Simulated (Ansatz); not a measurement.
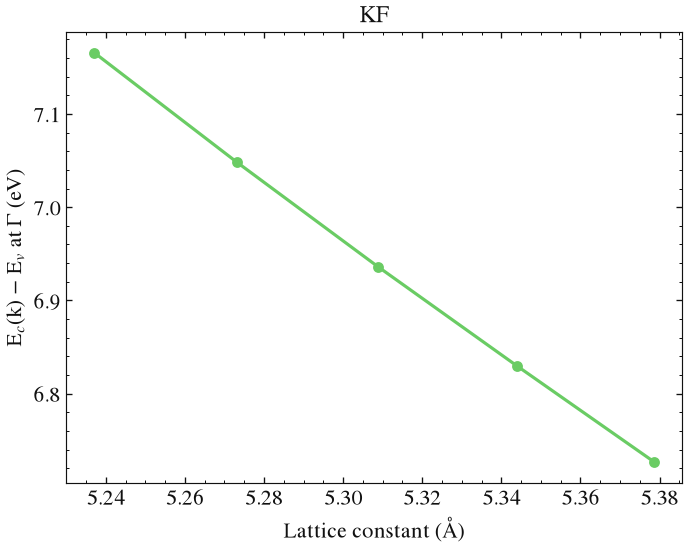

Lowest conduction level at Γ, counted from the valence-band top at Γ.

System: rocksalt KF, space group Fm-3m (No. 225), 2 atoms in the primitive cell. The cell is scaled uniformly. Level of theory: r2SCAN, Ansatz PAW set, no spin polarisation, no spin-orbit coupling, 9×9×9 k mesh, 500 eV cutoff, Fermi-Dirac smearing of 0.02 eV; code Ansatz.

How does this level move from a = 5.237 Å to a = 5.379 Å?

Γ falls by 0.44 eV.

What is the deformation potential dE/d ln V?

A straight line against ln V has a slope of −5.5 eV at Γ.

The values:
```csv
cell,Γ (eV),pressure (GPa)
a = 5.237 Å,7.17,1.8
a = 5.273 Å,7.05,1.0
a = 5.309 Å,6.94,0.2
a = 5.344 Å,6.83,−0.5
a = 5.379 Å,6.73,−1.1
```

The PAW data sets were made with another functional. LDA, GGA and most meta-GGA functionals understate gaps. The cell is a database's computed one. A mesh with an odd division misses points of the zone boundary, where a smaller gap can lie.
